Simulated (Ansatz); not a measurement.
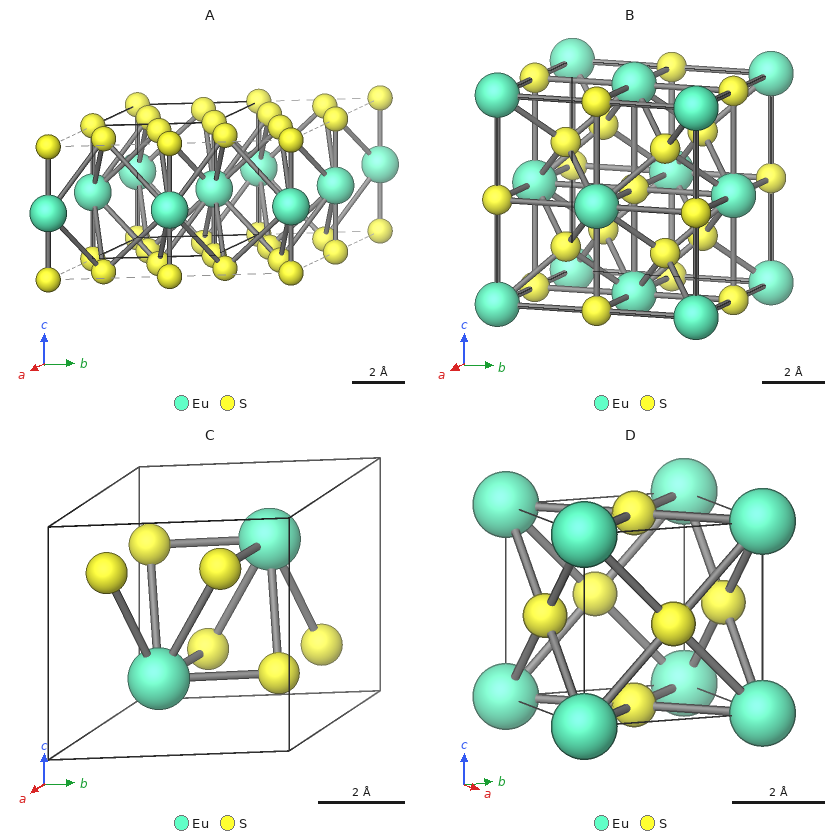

Four structures of EuS3, each relaxed to rest (conventional cells in solid outline, small ones repeated, each panel with its own scale). Method: DFT PBE, scalar-relativistic, plane waves, PAW in Ansatz, with collinear spins.

What are the structures shown?

A: 4 atoms a cell on a primitive hexagonal lattice, P6/mmm; B: D0₃ (BiF₃ or Fe₃Al type), Fm-3m; C: 8 atoms a cell on a primitive hexagonal lattice, P6_3/mmc; D: Cu₃Au (L1₂) type, Pm-3m.

Rank them by energy, lowest first.

C, then D (+109 meV/atom), B (+288 meV/atom) and A (+601 meV/atom), energies at zero smearing.

Collect the results in a table.

| panel | structure | E − E(lowest) (meV/atom) | volume (Å³/atom) | gap (eV) |
| --- | --- | --- | --- | --- |
| C | P6_3/mmc | 0 | 19.9 | metal |
| D | Pm-3m | 109 | 19.5 | metal |
| B | Fm-3m | 288 | 20.3 | metal |
| A | P6/mmm | 601 | 26.2 | metal |

Some of these may be structure types tried for this composition rather than known phases, and the most stable form need not be among them. Gaps are taken on the k-mesh or band path of each run.
